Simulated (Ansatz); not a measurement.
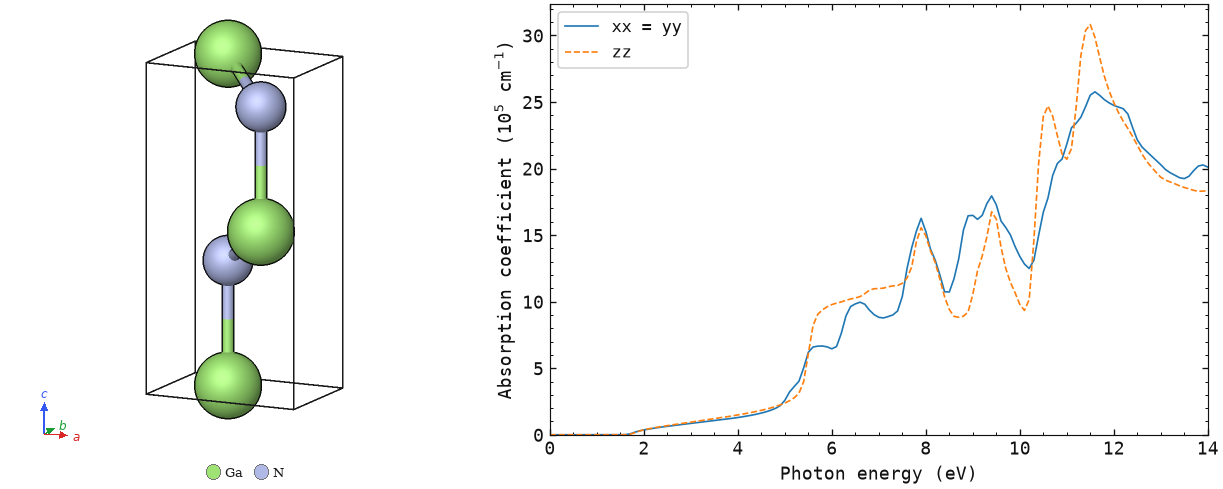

Optical absorption coefficient from interband transitions, 18×18×8 mesh, 0.1 eV broadening. The structure is drawn too.

Input of the run:

```
crystal:
  lattice:
    - [3.2183866919, 0.0, 0.0]
    - [-1.609193346, 2.7872046344, 0.0]
    - [0.0, 0.0, 5.2432255877]
  atoms:
    - { symbol: Ga, position: [0.3333333333, 0.6666666667, -0.0008633682] }
    - { symbol: Ga, position: [0.6666666667, 0.3333333333, 0.4991366318] }
    - { symbol: "N", position: [0.3333333333, 0.6666666667, 0.3758633682] }
    - { symbol: "N", position: [0.6666666667, 0.3333333333, 0.8758633682] }
basis:
  ecutwfc: 420
kpoints:
  mp_grid: { grid: [12, 12, 6] }
hamiltonian:
  xc: pbe
scf:
  occupations: { method: gaussian, width: 0.01 }
  n_extra_bands: 16
output:
  eigenvalues: true
  optics: { e_range: [0, 14], sigma: 0.1, nscf_kmesh: { grid: [18, 18, 8] } }
checkpoint:
  read: start.run
  write: ck
  compress: false
  write_wavefunctions: false
  write_every: 100000
```

Run as:
```bash
ansatz run input.yaml --threads 1 --pin off --max-ram 3072MiB --backend cpu --events-out ev --progress --plain --runs-dir out
```

Q: Where does absorption set in?

A: The smallest direct gap is 1.71 eV; the absorption coefficient reaches a twentieth of its peak at about 4.1 eV, so absorption builds up slowly above the gap.

Q: What does the number of distinct curves say about the crystal?

A: Two diagonal components agree and the third differs: the response is uniaxial.

Q: Where are the main peaks of the absorption coefficient?

A: The most prominent peaks of the absorption coefficient (xx = yy) lie at 7.9 eV (16), 9.4 eV (18) and 11.6 eV (26), heights in 10⁵ cm⁻¹. For zz they lie at 7.9 eV (16), 9.4 eV (17), 10.6 eV (25) and 11.5 eV (31).

Independent particles: no excitons or local fields.
